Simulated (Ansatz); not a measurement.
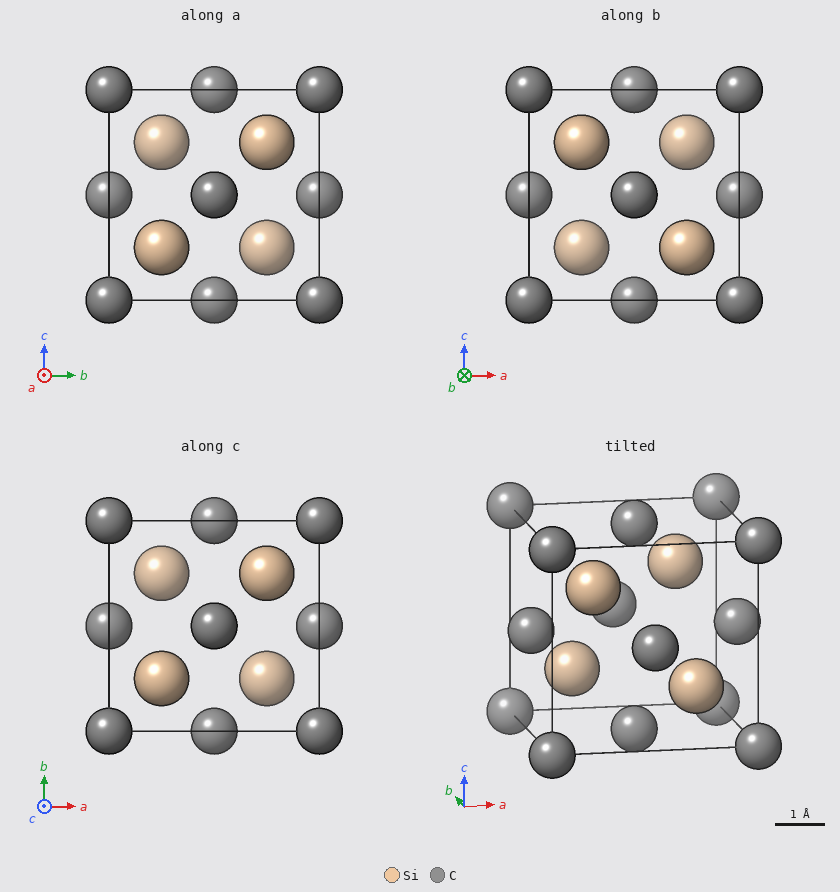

The image is a spheres-only drawing of a crystal, viewed along the a axis, along the b axis, along the c axis and slightly off an axis. The conventional unit cell is drawn as a box.

Lattice parameters: a = 4.3797 Å, b = 4.3797 Å, c = 4.3797 Å, α = 90.000°, β = 90.000°, γ = 90.000°.

Question: From the views, write a CIF in P1 with every atom of the cell.

Answer:
```cif
data_structure
_symmetry_space_group_name_H-M 'P 1'
_symmetry_Int_Tables_number 1
_cell_length_a 4.3797
_cell_length_b 4.3797
_cell_length_c 4.3797
_cell_angle_alpha 90.000
_cell_angle_beta 90.000
_cell_angle_gamma 90.000
_cell_volume 84.01
loop_
_atom_site_label
_atom_site_type_symbol
_atom_site_fract_x
_atom_site_fract_y
_atom_site_fract_z
_atom_site_occupancy
Si1 Si 0.7500 0.7500 0.7500 1
C1 C 0.5000 0.5000 0.0000 1
Si2 Si 0.7500 0.2500 0.2500 1
C2 C 0.5000 0.0000 0.5000 1
Si3 Si 0.2500 0.7500 0.2500 1
C3 C 0.0000 0.5000 0.5000 1
Si4 Si 0.2500 0.2500 0.7500 1
C4 C 0.0000 0.0000 0.0000 1
```

It goes back to a structure type filled with these elements by a generator (whether the compound takes this form wasn't checked). Atoms and cell were optimised with DFT PBE, scalar-relativistic, plane waves, PAW in Ansatz 0.2.0.
